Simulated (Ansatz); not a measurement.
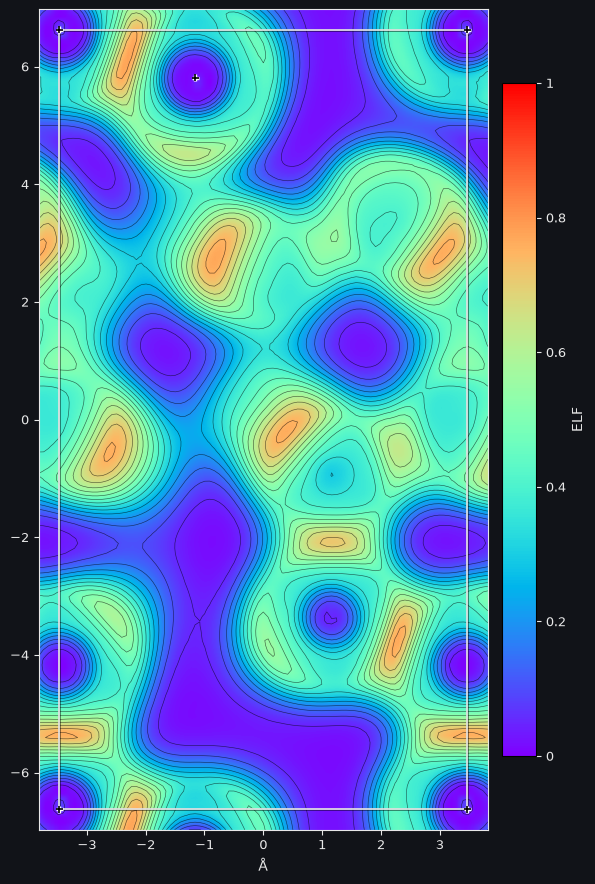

The electron localisation function on a plane through atoms (crosses mark nuclei in the plane).

The calculation used DFT r2SCAN, scalar-relativistic, plane waves, PAW in Ansatz 0.2.0.

Candidates:
A. Ti2O, a = 4.70 Å, b = 2.93 Å, c = 8.15 Å, α = 90.00°, β = 92.05°, γ = 90.00°. Space group P2/m; a structure from a database of computed crystals, not necessarily the ambient phase; computed without spin polarisation.
B. Ge, a = 4.00 Å, b = 6.93 Å, c = 13.25 Å, α = 90.00°, β = 96.94°, γ = 90.00°. Space group C2; a structure from a database of computed crystals, not necessarily the ambient phase; not relaxed (largest force 1.1 eV/Å).

Question: Which candidate gave the map?

Answer: Candidate B: Ge on the (100) plane of the conventional cell, which holds Ge. Ge–Ge (2.45 Å): the ELF peaks at about 0.80 between the atoms.
